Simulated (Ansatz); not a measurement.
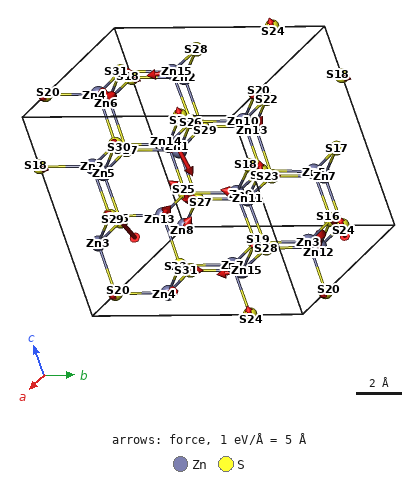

Starting geometry of a defect cell of composition Zn₁₅S₁₆ (cell charge −2) with the computed forces as red arrows. The picture is a ball-and-stick view of the cell of the calculation, seen from a free direction.

Case: Zn vacancy (site a), charge -2, atoms relaxed at the host's cell.

Method: DFT PBE, scalar-relativistic, plane waves, PAW (Ansatz 0.2.0). Set-up: plane-wave cutoff 420 eV; k-point mesh 2 × 2 × 2; occupations gaussian; smearing width 0.01 eV; mesh shifted by (0.5, 0.5, 0.5); collinear spin; atoms relaxed in a fixed cell; force threshold 0.025 eV/Å; at most 45 steps.

Q: What follows when this structure is relaxed?

A: It isn't relaxed: the largest force vector, on S16, is 0.43 eV/Å. The final displacements follow the starting forces only in part (cosine between the two patterns 0.72). After 3 geometry steps the energy has fallen by 45.6 meV per cell of the calculation. Largest force component: 0.4 eV/Å at the start, 0.0015 eV/Å at the end. The atom that moves furthest is S16 (0.069 Å along [−2 1 −2]). By element the largest moves are S 0.069 Å, Zn 0.030 Å. The lattice vectors keep their values. Some distances before and after: Zn12–S16 2.338 → 2.293 Å, Zn1–S27 2.327 → 2.293 Å, Zn15–S31 2.320 → 2.293 Å, Zn11–S21 2.377 → 2.391 Å. Among the angles between lasting bonds that change: Zn3–S16–Zn5 110.7° → 107.6°, Zn8–S27–Zn11 109.9° → 107.6°. The program noted that the starting moments weren't kept.

Limits of the set-up: the cell is charged, on a uniform background, and energies carry no finite-size correction.
